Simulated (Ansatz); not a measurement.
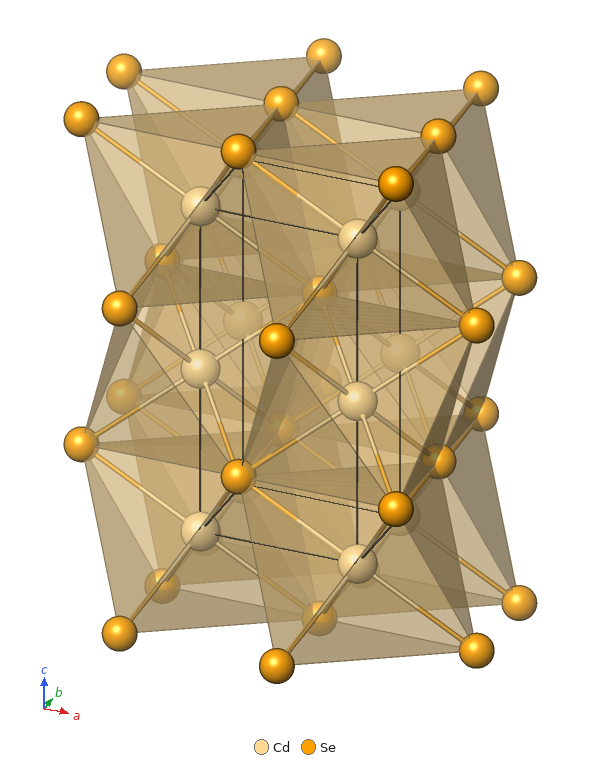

Shown here is a polyhedral view of the crystal, taken slightly off an axis. The wireframe shows the conventional unit cell. A few atoms beyond the faces are included.

CdSe, nickel arsenide (NiAs) type, space group P6_3/mmc (No. 194), a = 4.019 Å, b = 4.019 Å, c = 6.383 Å, α = 90.00°, β = 90.00°, γ = 120.00°. The cell started as a structure type filled with these elements by a generator (whether the compound takes this form wasn't checked). The cell was then strained or its atoms displaced on purpose. It was the input of a calculation with Ansatz.

This one geometry was computed with Ansatz (DFT, plane waves, PAW) at three levels of theory: PBE, HSE06 and r2SCAN. It was relaxed with r2SCAN and then strained.

Which level gives the highest pressure at this volume, and what does that say about its equilibrium volume?

Answer. Highest: PBE (5.1 GPa), which points to the largest equilibrium volume. Lowest, with the smallest volume: HSE06 (3.4 GPa) and r2SCAN (3.4 GPa). Levels within 0.5 GPa of each other can't be told apart.

How does the band gap change with the level of theory?

Answer. PBE: a gap of 0.09 eV, indirect; r2SCAN: a gap of 0.73 eV, indirect; HSE06: a gap of 1.00 eV, indirect.

Collect the results in a table.

Answer.
| level | cutoff (eV) | k-mesh of the run's cell | gap (eV) | pressure (GPa) |
| --- | --- | --- | --- | --- |
| PBE | 420 | 12×12×4 | 0.09 | 5.1 |
| HSE06 | 420 | 6×6×4 | 1.00 | 3.4 |
| r2SCAN | 500 | 12×12×4 | 0.73 | 3.4 |

Gaps are taken on the k-mesh or band path of each run.
